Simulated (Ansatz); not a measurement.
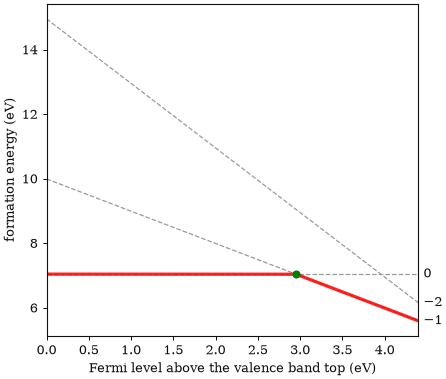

Method: charge states of a point defect in a periodic supercell, each relaxed, energies over the elements' standard states with the Fermi level at the host's valence band top, point-charge and potential alignment terms added, no band filling term, levels over that top; plane waves with PAW datasets; energies extrapolated to zero smearing (Ansatz 0.2.0). Level: PBE, allowed.

| setting | value |
| --- | --- |
| host atoms in supercell | 48 |
| wave cutoff | 420 eV |
| k mesh | 2×2×2 |
| occupations | Gaussian |
| smearing width | 0.01 eV |
| k shift | (0, 0, 0) (mesh steps) |
| start displacement | 0 Å |
| defect kind | substitution |
| removed element | N |
| added element | B |
| defect place | (0.3333, 0.6667, 0.75) (fraction of the host cell vector) |
| host gap | 4.399 eV |
| static dielectric xx yy zz | (5.47, 5.47, 2.14) |

Cell as given: a = 2.512 Å, b = 2.512 Å, c = 8.343 Å, α = 90.00°, β = 90.00°, γ = 120.00°; 4 atoms.

Formation energy of each charge state against the Fermi level for substitution (removed N, added B) in BN. The thick line follows the lowest charge state; the axis spans the host's computed gap.

The stable charge changes at 2.95 eV (0/−1) above the valence band top. The lowest state is 0 at the valence band top, 0 at mid-gap and −1 at the conduction band bottom, 4.40 eV higher. With the Fermi level at mid-gap the formation energy is 7.0 eV against the elements' standard states.

Caveats: a crossing between the sampled k points may be missed; charged cell in a neutralising background; coarse k mesh; fractional moment from partly filled bands; narrow smearing for a metal; potential alignment in doubt; small supercell; symmetry that the supercell leaves at the site kept.
